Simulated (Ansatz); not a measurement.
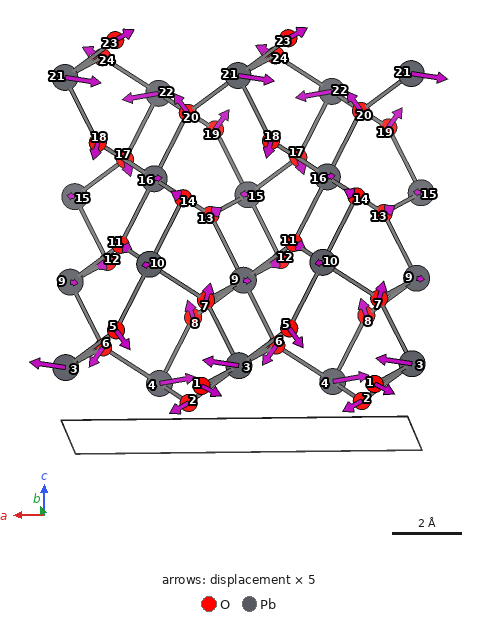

This is a relaxation of a slab of composition PbO2 (cut from the P4_2/mnm phase). The starting structure is drawn; purple arrows show the displacements, 5 times their true length.

Style: ball-and-stick. Shown: the 2 × 1 repeat of the cell, outlined in the plane, without the vacuum, from a free direction.

The slab is the (1 0 1) face of PbO2.

Level of theory: DFT PBE, scalar-relativistic, plane waves, PAW in Ansatz 0.2.0.

Input
```yaml
crystal:
  lattice:
    - [5.082619138, 0.0, 0.0]
    - [0.0, 6.1386006885, 0.0]
    - [0.0, 0.0, 25.3061296212]
  atoms:
    - { symbol: O, position: [0.1919966928, 0.9743953093, 0.2963708837] }
    - { symbol: O, position: [0.3080033072, 0.4743953093, 0.2963708837] }
    - { symbol: Pb, position: [0.0, 0.6855456308, 0.3310602236] }
    - { symbol: Pb, position: [0.5, 0.1855456308, 0.3310602236] }
    - { symbol: O, position: [0.6919966928, 0.8966959524, 0.3657495635] }
    - { symbol: O, position: [0.8080033072, 0.3966959524, 0.3657495635] }
    - { symbol: O, position: [0.1919966928, 0.6599409401, 0.4089974013] }
    - { symbol: O, position: [0.3080033072, 0.1599409401, 0.4089974013] }
    - { symbol: Pb, position: [0.0, 0.3710912617, 0.4436867412] }
    - { symbol: Pb, position: [0.5, 0.8710912617, 0.4436867412] }
    - { symbol: O, position: [0.6919966928, 0.5822415832, 0.4783760811] }
    - { symbol: O, position: [0.8080033072, 0.0822415832, 0.4783760811] }
    - { symbol: O, position: [0.1919966928, 0.345486571, 0.5216239189] }
    - { symbol: O, position: [0.3080033072, 0.845486571, 0.5216239189] }
    - { symbol: Pb, position: [0.0, 0.0566368925, 0.5563132588] }
    - { symbol: Pb, position: [0.5, 0.5566368925, 0.5563132588] }
    - { symbol: O, position: [0.6919966928, 0.267787214, 0.5910025987] }
    - { symbol: O, position: [0.8080033072, 0.767787214, 0.5910025987] }
    - { symbol: O, position: [0.1919966928, 0.0310322018, 0.6342504365] }
    - { symbol: O, position: [0.3080033072, 0.5310322018, 0.6342504365] }
    - { symbol: Pb, position: [0.0, 0.7421825233, 0.6689397764] }
    - { symbol: Pb, position: [0.5, 0.2421825233, 0.6689397764] }
    - { symbol: O, position: [0.6919966928, 0.9533328449, 0.7036291163] }
    - { symbol: O, position: [0.8080033072, 0.4533328449, 0.7036291163] }
basis:
  ecutwfc: 420
kpoints:
  mp_grid: { grid: [7, 6, 1] }
hamiltonian:
  xc: pbe
scf:
  occupations: { method: gaussian, width: 0.1 }
output:
  forces: true
  eigenvalues: true
  write_density: true
  write_potential: true
  elf: true
  volumetric_format: npy
relax:
  adjacent_minimum: "off"
  f_tol: 0.02
  max_steps: 60
efield:
  axis: 3
  dipole_correction: true
  ramp_width: 0.04
```

Launched with:
```bash
ansatz run input.yaml --threads 4 --pin off --max-ram 10240MiB --backend cpu --events-out ev --progress --plain --runs-dir out
```

Question: Atoms of which element are displaced furthest, and by how much?

Answer: Lead: up to 0.22 Å, against 0.15 Å for oxygen.

Question: What happened in the run?

Answer: After 8 geometry steps the energy has fallen by 0.911 eV per cell of the calculation. The largest force component goes from 1.6 to 0.003 eV/Å. The largest moves relative to the layer's centre, 0.22 Å, are those of Pb3, Pb4, Pb21 and Pb22. Pb21 goes at 80° to the normal (−c side). Largest moves by element: Pb 0.22 Å, O 0.15 Å. The cell doesn't change. Near-neighbour distances that change, for instance: O19–Pb22 2.214 → 2.386 Å, O1–Pb3 2.206 → 2.086 Å, O5–Pb10 2.206 → 2.254 Å, O17–Pb22 2.206 → 2.164 Å. Bond angles that change, for instance: O19–Pb21–O24 180.0° → 166.1°, O20–Pb21–O23 180.0° → 169.0°, O18–Pb21–O24 102.6° → 112.1°.
